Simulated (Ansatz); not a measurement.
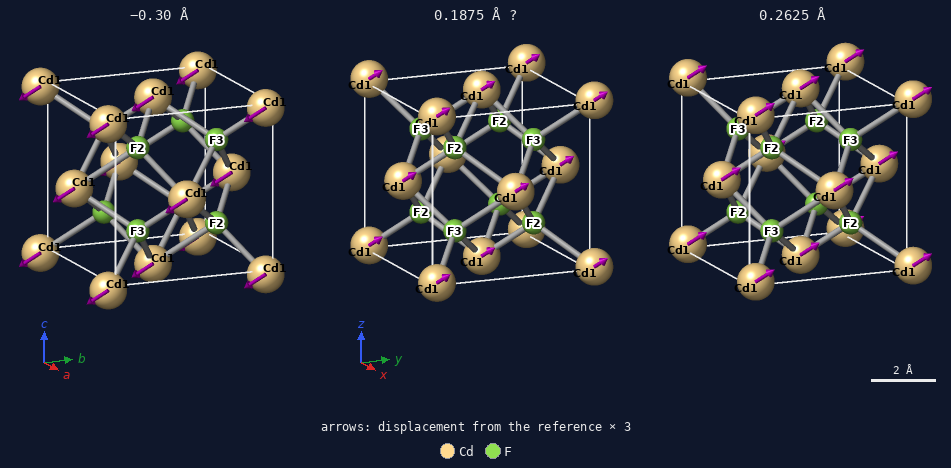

Energy scan for a crystal of CdF2 (Fm-3m), in which the whole Cd sublattice is shifted rigidly, along Cartesian [1 1 1], all else fixed. A ball-and-stick model of the conventional cell (4 times the calculation's cell), seen slightly off an axis. Purple arrows: displacements from the reference. Lengths and directions refer to the drawn axes.

Theory: DFT PBE, scalar-relativistic, plane waves, PAW (Ansatz 0.2.0). Set-up: plane-wave cutoff 420 eV; k-point mesh 8 × 8 × 8; occupations gaussian; smearing width 0.05 eV; no spin polarisation. Energies (free energies at the smearing named) are counted from the cell as listed in its source, which wasn't relaxed.

| displacement (Å) | ΔE (meV/cell) |
| --- | --- |
| −0.3000 | 294.9 |
| −0.1500 | 63.2 |
| 0.0000 | 0.0 |
| 0.0375 | 3.8 |
| 0.0750 | 15.2 |
| 0.1125 | 34.7 |
| 0.1875 | ? |
| 0.2250 | 151.8 |
| 0.2625 | 215.4 |

Fill in the missing row.

Answer. A straight line between the two neighbours gives 112.8 meV/cell. A cubic through the four nearest rows (0.0750, 0.1125, 0.2250, 0.2625) gives, with Lagrange weights, (−0.2000)(15.2) + (0.5000)(34.7) + (1.0000)(151.8) + (−0.3000)(215.4) = 101.5 meV/cell. The calculation gives 101.7 meV/cell, so the cubic is 0.2 meV/cell too low and the straight line 11.1 meV/cell too high, as the curve bends upwards here.

The whole profile:

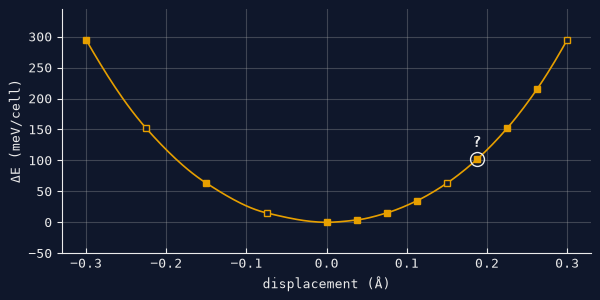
